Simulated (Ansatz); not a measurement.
## Run report: C, geometry relaxation (part 1 of 2)

- system: C (P6/mmm, 1 atom in the cell)
- method: DFT, PBE, PAW with Ansatz's default frozen-core files, scalar-relativistic, no spin polarisation (Ansatz 0.2.0)

The structure was built on a prototype by a generator; it need not be a known phase. It belongs to a series of runs on one base structure; here: cell relaxed at zero pressure.

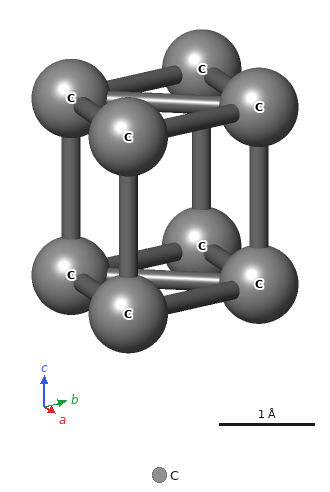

*The starting structure (ball-and-stick view of the cell of the calculation, seen slightly off an axis).*

Near neighbours in the crystal (not all of them lie inside the picture): C has 8 C at 1.90 to 2.03 Å.

### Input file
```yaml
crystal:
  lattice:
    - [2.0250204042, 0.0, 0.0]
    - [-1.0125102021, 1.7537191132, 0.0]
    - [0.0, 0.0, 1.90351918]
  atoms:
    - { symbol: C, position: [0.0, 0.0, 0.0] }
kpoints:
  mp_grid: { grid: [24, 24, 22] }
scf:
  occupations: { method: fermi_dirac, width: 0.1 }
hamiltonian:
  xc: pbe
  pseudopotentials: { kind: paw }
output:
  forces: true
  stress: true
  write_density: true
  write_potential: true
  elf: true
  volumetric_format: npy
relax:
  f_tol: 0.005
  max_steps: 40
  cell: {}
```

Hardware: 1 thread of Intel Xeon (Sapphire Rapids), 32 GiB of memory available, shared host.

Launched with:
```bash
ansatz run input.yaml --threads 1 --pin off --max-ram 2048MiB --backend cpu --events-out ev --progress --plain --runs-dir out
```

### The program's output
```
Engine: ansatz 0.2.0, x86_64-unknown-linux-gnu
Pseudopotentials: kind: paw
Pseudopotential: C, paw, valence charge 4, recommended cutoff 420 eV (normal), C.paw.azcp
Functional definition: PBE
  parameter kappa = 0.804
  parameter beta = 0.06672455060314922
  exchange = pbe_x(kappa = kappa, mu = beta*pi^2/3)
  correlation = pbe_c(beta = beta)
Crystal: 1 atoms, lattice volume = 6.760 Å³
Basis set: ecut = 420 eV, 133 PW (Γ), exchange–correlation on 30×30×30 points (8 copies of the dense FFT grid, shifted against one another)
Bands: 6, of which v1, the nominal top of the filled ones, is band 2 counted from 1 (1 counted from 0)
Symmetry: 24 space group operations
Space group: P6/mmm (ITA 191), of the structure as read, at distance tolerance 1.9e-5 Å
k-points: 732 of 12672
Non-local potential: C, projectors of the file, l = 0: 2, l = 1: 2, l = 2: 1
PAW form: soft (Blöchl's): semilocal exchange-correlation on the pseudo side does not see the compensation charge
PAW one-centre angular grid: C, 110 points (default); XC on 64 Gauss nodes
Initial density: superposition of atomic densities (neutral atoms: chi_scale 0, normalization atom), corrected by the library's trained network
Initial wavefunctions: pseudopotential atomic-orbital guess
Functional: x = pbe(κ = 0.804, μ = 0.2195149727645171), c = pbe(β = 0.06672455060314922)
SCF iter   1: F=—  HF=-247.518726 eV  |F-HF|=—  |Δ(HF+E_count)|=         —  Δρ=2.33e-3  dr2=5.90e-5  ethr=1.77e-3  ⟨swp⟩=4.9  Hψ=33837  notcnv=0
preconditioner: auto → none  [metal: Δε(μ)=0.058 eV  Ē_g=21.798 eV  σ=0.100 eV  W_gap=0.14  n_scr=0 (ndim 8)  ℏωp=28.6 eV  f_vac=0.000  D(μ)=0.24/eV (n_scr^D=0)]
SCF iter   2: F=—  HF=-247.518685 eV  |F-HF|=—  |Δ(HF+E_count)|=   4.12e-5  Δρ=1.24e-3  dr2=1.62e-5  ethr=1.48e-6  ⟨swp⟩=2.0  Hψ=11171  notcnv=0
SCF iter   3: F=—  HF=-247.518727 eV  |F-HF|=—  |Δ(HF+E_count)|=   4.23e-5  Δρ=2.07e-4  dr2=9.76e-7  ethr=4.05e-7  ⟨swp⟩=2.0  Hψ=5801  notcnv=0
SCF iter   4: F=—  HF=-247.518728 eV  |F-HF|=—  |Δ(HF+E_count)|=   9.30e-7  Δρ=6.46e-5  dr2=1.94e-7  ethr=2.44e-8  ⟨swp⟩=2.0  Hψ=5785  notcnv=0
iter 5 did not close the SCF: its close was put off for the readings that it lacked (scf_convergence_deferred on its scf_iter line)
SCF iter   5: F=-247.518728 eV  HF=-247.518728 eV  |F-HF|=4.06e-9  |Δ(HF+E_count)|=   4.98e-8  Δρ=1.69e-5  dr2=1.35e-8  ethr=4.85e-9  ⟨swp⟩=1.5  Hψ=4998  notcnv=0
SCF iter   6: F=-247.518728 eV  HF=-247.518728 eV  |F-HF|=1.66e-10  |Δ(HF+E_count)|=   2.66e-9  Δρ=3.10e-6  dr2=4.53e-10  ethr=3.38e-10  ⟨swp⟩=3.5  Hψ=15672  notcnv=0
SCF 1 converged in 6 iterations: F = -247.518728 eV  dr2 = 4.53e-10
  greatest PAW one-centre occupation: 0.672 electrons in one spin orbital (limit 2), on the C atom at site 0 (counted from 0), in its partial waves of l = 0
relax step   1: F+E_penalty+E_count = -247.51872788 eV  Δ(F+E_penalty+E_count) = +0.000e0 eV  max|allowed force component| = 0.000e0 eV/Å  Δτ_max = 0.0000 Å  P = -38.630 GPa  Ω = 6.760 Å³  (6 SCF iters, dr2 threshold 1.00e-7 eV, accepted)
Crystal: 1 atoms, lattice volume = 6.318 Å³
Initial density: handed on by an earlier stage of this run
Initial wavefunctions: those handed on with the density
iter 1 solved again at ethr=7.48e-5 eV; its pass at ethr=3.10e-3 eV (dr2=2.99e-3 eV) is discarded
SCF iter   1: F=—  HF=-247.699571 eV  |F-HF|=—  |Δ(HF+E_count)|=         —  Δρ=9.53e-3  dr2=3.16e-3  ethr=7.48e-5  ⟨swp⟩=1.0  Hψ=44558  notcnv=0
preconditioner: auto → none  [metal: Δε(μ)=0.017 eV  Ē_g=22.825 eV  σ=0.100 eV  W_gap=0.04  n_scr=0 (ndim 8)  ℏωp=29.5 eV  f_vac=0.000  D(μ)=0.22/eV (n_scr^D=0)]
SCF iter   2: F=—  HF=-247.699068 eV  |F-HF|=—  |Δ(HF+E_count)|=   5.03e-4  Δρ=4.07e-3  dr2=5.35e-4  ethr=7.48e-5  ⟨swp⟩=1.0  Hψ=4392  notcnv=0
SCF iter   3: F=—  HF=-247.699055 eV  |F-HF|=—  |Δ(HF+E_count)|=   1.30e-5  Δρ=2.99e-4  dr2=1.88e-6  ethr=1.34e-5  ⟨swp⟩=2.0  Hψ=5721  notcnv=0
SCF iter   4: F=—  HF=-247.699058 eV  |F-HF|=—  |Δ(HF+E_count)|=   2.41e-6  Δρ=1.84e-5  dr2=9.41e-9  ethr=2.50e-9  ⟨swp⟩=7.0  Hψ=15756  notcnv=0
SCF iter   5: F=-247.699058 eV  HF=-247.699058 eV  |F-HF|=8.91e-11  |Δ(HF+E_count)|=   1.13e-9  Δρ=1.66e-6  dr2=4.83e-11  ethr=2.35e-10  ⟨swp⟩=3.4  Hψ=15783  notcnv=0
SCF 2 converged in 5 iterations: F = -247.699058 eV  dr2 = 4.83e-11
  greatest PAW one-centre occupation: 0.659 electrons in one spin orbital (limit 2), on the C atom at site 0 (counted from 0), in its partial waves of l = 0
relax step   2: F+E_penalty+E_count = -247.69905784 eV  Δ(F+E_penalty+E_count) = -1.803e-1 eV  max|allowed force component| = 0.000e0 eV/Å  Δτ_max = 0.0000 Å  P = -34.289 GPa  Ω = 6.318 Å³  energy of the carried Pulay correction = +1.379e-3 eV  (5 SCF iters, dr2 threshold 1.00e-7 eV, accepted)
Crystal: 1 atoms, lattice volume = 5.949 Å³
Basis set: ecut = 420 eV, 131 PW (Γ), exchange–correlation on 30×30×30 points (8 copies of the dense FFT grid, shifted against one another)
iter 1 solved again at ethr=1.08e-4 eV; its pass at ethr=3.10e-3 eV (dr2=4.31e-3 eV) is discarded
SCF iter   1: F=—  HF=-247.858249 eV  |F-HF|=—  |Δ(HF+E_count)|=         —  Δρ=1.16e-2  dr2=4.55e-3  ethr=1.08e-4  ⟨swp⟩=1.0  Hψ=45009  notcnv=0
preconditioner: auto → none  [metal: Δε(μ)=0.021 eV  Ē_g=23.820 eV  σ=0.100 eV  W_gap=0.05  n_scr=0 (ndim 8)  ℏωp=30.4 eV  f_vac=0.000  D(μ)=0.26/eV (n_scr^D=0)]
SCF iter   2: F=—  HF=-247.857165 eV  |F-HF|=—  |Δ(HF+E_count)|=   1.08e-3  Δρ=4.71e-3  dr2=7.02e-4  ethr=1.08e-4  ⟨swp⟩=1.0  Hψ=4392  notcnv=0
SCF iter   3: F=—  HF=-247.857049 eV  |F-HF|=—  |Δ(HF+E_count)|=   1.16e-4  Δρ=3.04e-4  dr2=1.61e-6  ethr=1.75e-5  ⟨swp⟩=1.9  Hψ=5607  notcnv=0
SCF iter   4: F=—  HF=-247.857053 eV  |F-HF|=—  |Δ(HF+E_count)|=   4.01e-6  Δρ=2.54e-5  dr2=1.76e-8  ethr=2.50e-9  ⟨swp⟩=7.1  Hψ=15809  notcnv=0
SCF iter   5: F=-247.857053 eV  HF=-247.857053 eV  |F-HF|=4.21e-11  |Δ(HF+E_count)|=  4.92e-10  Δρ=2.07e-6  dr2=9.45e-11  ethr=4.41e-10  ⟨swp⟩=3.8  Hψ=15949  notcnv=0
SCF 3 converged in 5 iterations: F = -247.857053 eV  dr2 = 9.45e-11
  greatest PAW one-centre occupation: 0.649 electrons in one spin orbital (limit 2), on the C atom at site 0 (counted from 0), in its partial waves of l = 0
relax step   3: F+E_penalty+E_count = -247.85705316 eV  Δ(F+E_penalty+E_count) = -1.580e-1 eV  max|allowed force component| = 0.000e0 eV/Å  Δτ_max = 0.0000 Å  P = -26.742 GPa  Ω = 5.949 Å³  energy of the carried Pulay correction = +2.610e-3 eV  (5 SCF iters, dr2 threshold 1.00e-7 eV, accepted)
Crystal: 1 atoms, lattice volume = 5.698 Å³
Basis set: ecut = 420 eV, 119 PW (Γ), exchange–correlation on 30×30×30 points (8 copies of the dense FFT grid, shifted against one another)
iter 1 solved again at ethr=1.47e-4 eV; its pass at ethr=3.10e-3 eV (dr2=5.87e-3 eV) is discarded
SCF iter   1: F=—  HF=-247.991043 eV  |F-HF|=—  |Δ(HF+E_count)|=         —  Δρ=1.40e-2  dr2=6.22e-3  ethr=1.47e-4  ⟨swp⟩=1.0  Hψ=45478  notcnv=0
preconditioner: auto → none  [metal: Δε(μ)=0.027 eV  Ē_g=24.662 eV  σ=0.100 eV  W_gap=0.07  n_scr=0 (ndim 8)  ℏωp=31.1 eV  f_vac=0.000  D(μ)=0.15/eV (n_scr^D=0)]
SCF iter   2: F=—  HF=-247.989179 eV  |F-HF|=—  |Δ(HF+E_count)|=   1.86e-3  Δρ=5.59e-3  dr2=9.31e-4  ethr=1.47e-4  ⟨swp⟩=1.0  Hψ=4392  notcnv=0
SCF iter   3: F=—  HF=-247.988911 eV  |F-HF|=—  |Δ(HF+E_count)|=   2.68e-4  Δρ=3.13e-4  dr2=1.52e-6  ethr=2.33e-5  ⟨swp⟩=1.8  Hψ=5421  notcnv=0
SCF iter   4: F=—  HF=-247.988915 eV  |F-HF|=—  |Δ(HF+E_count)|=   3.40e-6  Δρ=2.95e-5  dr2=2.15e-8  ethr=2.50e-9  ⟨swp⟩=7.1  Hψ=15654  notcnv=0
SCF iter   5: F=-247.988915 eV  HF=-247.988915 eV  |F-HF|=8.73e-12  |Δ(HF+E_count)|=   9.12e-9  Δρ=9.75e-7  dr2=1.13e-11  ethr=5.37e-10  ⟨swp⟩=4.0  Hψ=15963  notcnv=0
SCF 4 converged in 5 iterations: F = -247.988915 eV  dr2 = 1.13e-11
  greatest PAW one-centre occupation: 0.654 electrons in one spin orbital (limit 2), on the C atom at site 0 (counted from 0), in its partial waves of l = 0
relax step   4: F+E_penalty+E_count = -247.98891468 eV  Δ(F+E_penalty+E_count) = -1.319e-1 eV  max|allowed force component| = 0.000e0 eV/Å  Δτ_max = 0.0000 Å  P = -10.525 GPa  Ω = 5.698 Å³  energy of the carried Pulay correction = +3.515e-3 eV  (5 SCF iters, dr2 threshold 1.00e-7 eV, accepted)
Crystal: 1 atoms, lattice volume = 5.526 Å³
iter 1 solved again at ethr=9.21e-5 eV; its pass at ethr=3.10e-3 eV (dr2=3.68e-3 eV) is discarded
SCF iter   1: F=—  HF=-247.996689 eV  |F-HF|=—  |Δ(HF+E_count)|=         —  Δρ=1.08e-2  dr2=3.87e-3  ethr=9.21e-5  ⟨swp⟩=1.0  Hψ=44904  notcnv=0
preconditioner: auto → none  [metal: Δε(μ)=0.036 eV  Ē_g=25.313 eV  σ=0.100 eV  W_gap=0.09  n_scr=0 (ndim 8)  ℏωp=31.6 eV  f_vac=0.000  D(μ)=0.24/eV (n_scr^D=0)]
SCF iter   2: F=—  HF=-247.995441 eV  |F-HF|=—  |Δ(HF+E_count)|=   1.25e-3  Δρ=4.08e-3  dr2=5.29e-4  ethr=9.21e-5  ⟨swp⟩=1.0  Hψ=4402  notcnv=0
SCF iter   3: F=—  HF=-247.995270 eV  |F-HF|=—  |Δ(HF+E_count)|=   1.70e-4  Δρ=2.06e-4  dr2=6.08e-7  ethr=1.32e-5  ⟨swp⟩=1.7  Hψ=5298  notcnv=0
SCF iter   4: F=—  HF=-247.995273 eV  |F-HF|=—  |Δ(HF+E_count)|=   2.82e-6  Δρ=2.40e-5  dr2=1.24e-8  ethr=2.50e-9  ⟨swp⟩=7.1  Hψ=15565  notcnv=0
SCF iter   5: F=-247.995273 eV  HF=-247.995273 eV  |F-HF|=1.14e-12  |Δ(HF+E_count)|=   7.70e-9  Δρ=7.33e-7  dr2=6.62e-12  ethr=3.10e-10  ⟨swp⟩=3.8  Hψ=15963  notcnv=0
SCF 5 converged in 5 iterations: F = -247.995273 eV  dr2 = 6.62e-12
  greatest PAW one-centre occupation: 0.662 electrons in one spin orbital (limit 2), on the C atom at site 0 (counted from 0), in its partial waves of l = 0
relax step   5: F+E_penalty+E_count = -247.99527305 eV  Δ(F+E_penalty+E_count) = -6.358e-3 eV  max|allowed force component| = 0.000e0 eV/Å  Δτ_max = 0.0000 Å  P = +8.476 GPa  Ω = 5.526 Å³  energy of the carried Pulay correction = +4.151e-3 eV  (5 SCF iters, accepted)
Crystal: 1 atoms, lattice volume = 5.730 Å³
iter 1 solved again at ethr=2.82e-5 eV; its pass at ethr=3.10e-3 eV (dr2=1.13e-3 eV) is discarded
SCF iter   1: F=—  HF=-247.997145 eV  |F-HF|=—  |Δ(HF+E_count)|=         —  Δρ=5.36e-3  dr2=1.09e-3  ethr=2.82e-5  ⟨swp⟩=1.0  Hψ=42427  notcnv=0
preconditioner: auto → none  [metal: Δε(μ)=0.037 eV  Ē_g=24.747 eV  σ=0.100 eV  W_gap=0.09  n_scr=0 (ndim 8)  ℏωp=31.0 eV  f_vac=0.000  D(μ)=0.20/eV (n_scr^D=0)]
SCF iter   2: F=—  HF=-247.996860 eV  |F-HF|=—  |Δ(HF+E_count)|=   2.85e-4  Δρ=2.05e-3  dr2=1.55e-4  ethr=2.72e-5  ⟨swp⟩=1.3  Hψ=4598  notcnv=0
SCF iter   3: F=—  HF=-247.996836 eV  |F-HF|=—  |Δ(HF+E_count)|=   2.44e-5  Δρ=1.88e-4  dr2=7.05e-7  ethr=3.87e-6  ⟨swp⟩=1.9  Hψ=5617  notcnv=0
SCF iter   4: F=—  HF=-247.996838 eV  |F-HF|=—  |Δ(HF+E_count)|=   2.42e-6  Δρ=6.23e-6  dr2=1.07e-9  ethr=2.50e-9  ⟨swp⟩=7.0  Hψ=15540  notcnv=0
SCF iter   5: F=-247.996838 eV  HF=-247.996838 eV  |F-HF|=4.38e-12  |Δ(HF+E_count)|=  1.49e-11  Δρ=3.84e-7  dr2=1.61e-12  ethr=2.68e-11  ⟨swp⟩=3.3  Hψ=15435  notcnv=0
SCF 6 converged in 5 iterations: F = -247.996838 eV  dr2 = 1.61e-12
  greatest PAW one-centre occupation: 0.660 electrons in one spin orbital (limit 2), on the C atom at site 0 (counted from 0), in its partial waves of l = 0
relax step   6: F+E_penalty+E_count = -247.99683840 eV  Δ(F+E_penalty+E_count) = -1.565e-3 eV  max|allowed force component| = 0.000e0 eV/Å  Δτ_max = 0.0000 Å  P = -2.935 GPa  Ω = 5.730 Å³  energy of the carried Pulay correction = +3.459e-3 eV  (5 SCF iters, accepted)
Crystal: 1 atoms, lattice volume = 5.659 Å³
iter 1 solved again at ethr=1.82e-6 eV; its pass at ethr=3.10e-3 eV (dr2=7.27e-5 eV) is discarded
SCF iter   1: F=—  HF=-247.998035 eV  |F-HF|=—  |Δ(HF+E_count)|=         —  Δρ=1.40e-3  dr2=6.95e-5  ethr=1.82e-6  ⟨swp⟩=2.1  Hψ=43147  notcnv=0
preconditioner: auto → none  [metal: Δε(μ)=0.014 eV  Ē_g=24.918 eV  σ=0.100 eV  W_gap=0.03  n_scr=0 (ndim 8)  ℏωp=31.2 eV  f_vac=0.000  D(μ)=0.23/eV (n_scr^D=0)]
SCF iter   2: F=—  HF=-247.998027 eV  |F-HF|=—  |Δ(HF+E_count)|=   8.52e-6  Δρ=5.75e-4  dr2=1.09e-5  ethr=1.74e-6  ⟨swp⟩=1.3  Hψ=4649  notcnv=0
SCF iter   3: F=-247.998028 eV  HF=-247.998028 eV  |F-HF|=9.46e-8  |Δ(HF+E_count)|=   7.90e-7  Δρ=6.37e-5  dr2=7.74e-8  ethr=2.50e-9  ⟨swp⟩=4.9  Hψ=17843  notcnv=0
SCF 7 converged in 3 iterations: F = -247.998028 eV  dr2 = 7.74e-8
relax step   7: F+E_penalty+E_count = -247.99802764 eV  Δ(F+E_penalty+E_count) = -1.189e-3 eV  max|allowed force component| = 0.000e0 eV/Å  Δτ_max = 0.0000 Å  P = -0.082 GPa  Ω = 5.659 Å³  energy of the carried Pulay correction = +3.693e-3 eV  (3 SCF iters, dr2 threshold 1.00e-7 eV, accepted)
Crystal: 1 atoms, lattice volume = 5.658 Å³
iter 1 solved again at ethr=4.38e-9 eV; its pass at ethr=3.10e-3 eV (dr2=1.75e-7 eV) is discarded
SCF iter   1: F=—  HF=-247.998031 eV  |F-HF|=—  |Δ(HF+E_count)|=         —  Δρ=8.19e-5  dr2=1.74e-7  ethr=4.38e-9  ⟨swp⟩=1.0  Hψ=39142  notcnv=0
preconditioner: auto → none  [metal: Δε(μ)=0.012 eV  Ē_g=24.923 eV  σ=0.100 eV  W_gap=0.03  n_scr=0 (ndim 8)  ℏωp=31.2 eV  f_vac=0.000  D(μ)=0.23/eV (n_scr^D=0)]
SCF iter   2: F=—  HF=-247.998033 eV  |F-HF|=—  |Δ(HF+E_count)|=   1.67e-6  Δρ=4.11e-5  dr2=3.95e-8  ethr=4.36e-9  ⟨swp⟩=1.0  Hψ=4392  notcnv=0
SCF iter   3: F=-247.998033 eV  HF=-247.998033 eV  |F-HF|=1.80e-10  |Δ(HF+E_count)|=   3.60e-8  Δρ=2.77e-6  dr2=1.28e-10  ethr=8.55e-10  ⟨swp⟩=5.8  Hψ=13512  notcnv=0
SCF 8 converged in 3 iterations: F = -247.998033 eV  dr2 = 1.28e-10
relax step   8: F+E_penalty+E_count = -247.99803257 eV  Δ(F+E_penalty+E_count) = -4.939e-6 eV  max|allowed force component| = 0.000e0 eV/Å  Δτ_max = 0.0000 Å  P = -0.001 GPa  Ω = 5.658 Å³  energy of the carried Pulay correction = +3.697e-3 eV  (3 SCF iters, dr2 threshold 3.42e-8 eV, accepted)
Basis set: ecut = 420 eV, 119 PW (Γ), exchange–correlation on 30×30×24 points (8 copies of the dense FFT grid, shifted against one another)
Initial wavefunctions: pseudopotential atomic-orbital guess (no wavefunctions were taken with the density)
iter 1 solved again at ethr=6.52e-8 eV; its pass at ethr=3.10e-3 eV (dr2=2.61e-6 eV) is discarded
```
